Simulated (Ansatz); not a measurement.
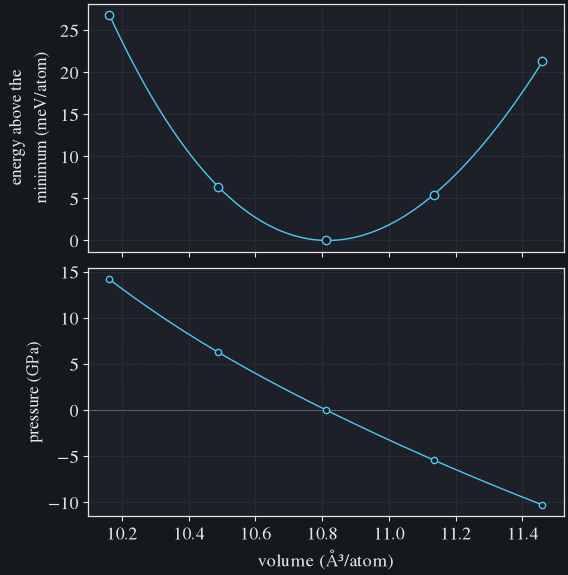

The picture above shows the energy above the minimum and pressure against volume for CoSi, space group Pm-3m (No. 221).

Structure:
```cif
data_structure
_symmetry_space_group_name_H-M 'P 1'
_symmetry_Int_Tables_number 1
_cell_length_a 2.7859
_cell_length_b 2.7859
_cell_length_c 2.7859
_cell_angle_alpha 90.000
_cell_angle_beta 90.000
_cell_angle_gamma 90.000
_cell_volume 21.62
loop_
_atom_site_label
_atom_site_type_symbol
_atom_site_fract_x
_atom_site_fract_y
_atom_site_fract_z
_atom_site_occupancy
Co1 Co 0.00000 0.00000 0.00000 1
Si1 Si 0.50000 0.50000 0.50000 1
```

Computed with Ansatz 0.2.0: third-order Birch-Murnaghan fit to density functional energies at scaled volumes of the given relaxed cell, shape and atoms relaxed at each volume; energies count from the fitted minimum; plane waves with PAW datasets, Γ-centred k mesh. Level: PBE, collinear spin. The state reached is ferromagnetic.

- wave cutoff: 420 eV
- k mesh: 16×16×16
- occupations: Gaussian
- smearing width: 0.1 eV

What equilibrium volume and bulk modulus follow from the curve?

A third-order Birch–Murnaghan fit gives V0 = 10.82 Å³/atom, B0 = 196 GPa and B′ = 4.0.

How does the pressure vary with volume?

It falls from 14.17 GPa at volume 10.163 Å³/atom to −10.28 GPa at 11.460 Å³/atom, and changes sign near 10.81 Å³/atom.
